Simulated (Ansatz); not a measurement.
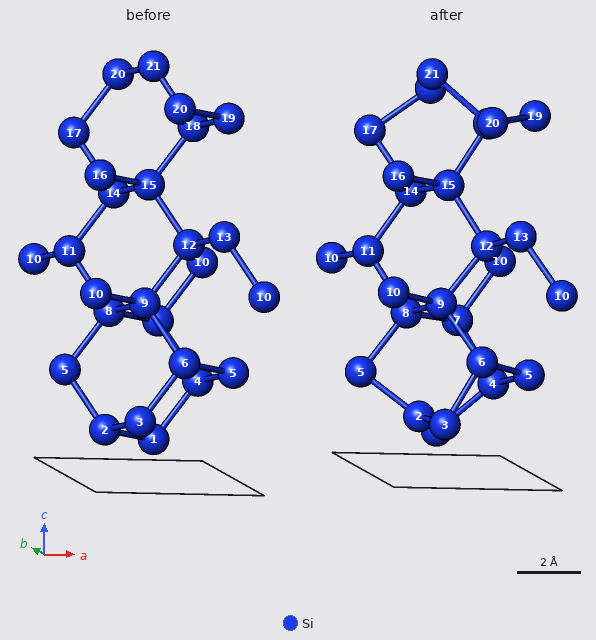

Left: a (2 1 0) slab of Si as cut from the relaxed bulk. Right: the same structure after one change, at the same scale. Style: ball-and-stick. Shown: the cell of the calculation, outlined in the plane, without the vacuum, slightly off an axis.

Level of theory: DFT PBEsol, scalar-relativistic, plane waves, PAW (Ansatz 0.2.0). Settings: plane-wave cutoff 420 eV; occupations gaussian; no spin polarisation. The k-mesh is chosen for each cell (12×12×12, 7×6×1). Smearing widths differ between the runs.

The atoms of the slab are relaxed at the bulk's in-plane cell.

**And its effect?**

The surface energy (mean of the two faces) falls from 2.15 to 1.56 J/m². The top spacing, between the Si and Si planes, goes from 0.61 to 0.84 Å (+38.8 %), the bottom one (Si to Si) from 0.61 to 0.84 Å (+38.8 %). The cell doesn't change. The largest moves relative to the layer's centre, 0.82 Å, are those of Si1 and Si21. Si21 goes at 78° to the normal (−c side). Some distances before and after: Si–Si 2.353 → 2.341 to 2.530 Å.
